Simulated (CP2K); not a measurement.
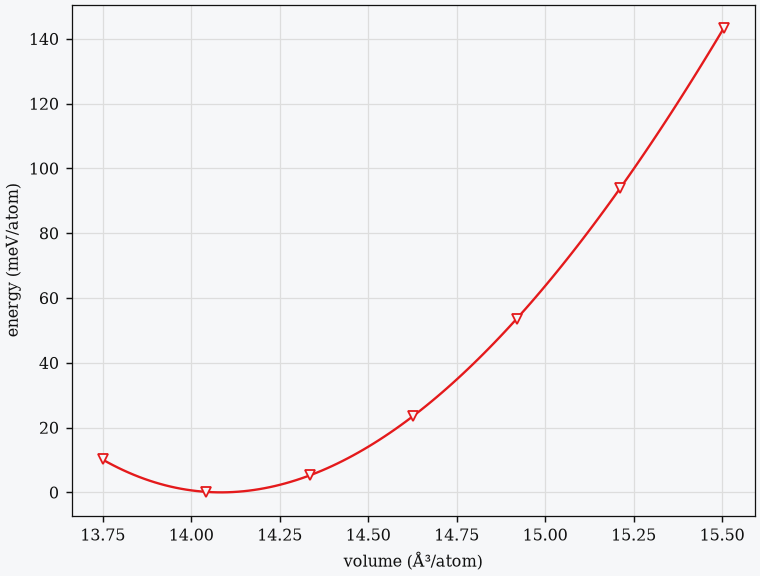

The picture above shows the energy against volume for Ir, space group P6_3/mmc (No. 194).

Cell as given: a = 2.751 Å, b = 2.751 Å, c = 4.462 Å, α = 90.00°, β = 90.00°, γ = 120.00°; 2 atoms.

Calculation (CP2K 2026.2): DFT in Gaussian orbitals with a plane-wave density, no spin polarisation; energies at scaled volumes of the given cell, shape and fractions fixed, counted from the fit's minimum, third-order Birch-Murnaghan fit. Level: PBEsol.

k mesh 11×11×6; occupations Fermi–Dirac; smearing width 0.05 eV; potentials GTH PBE with UZH TZVP basis; density cutoff 6123 eV; program settings ngrids 4, basis sets Ir TZVP-MOLOPT-PBE-GTH-q17, cutoff ry 450 Ry, rel cutoff ry 60 Ry.

Tabulate the plotted points.

```
volume (Å³/atom)  energy (meV/atom)
           13.75                 10
           14.04                  0
           14.33                  5
           14.63                 24
           14.92                 54
           15.21                 94
           15.50                143
```

Keep in mind: shape and atomic fractions are frozen while scaling, which makes layered, chain and framework solids too stiff.
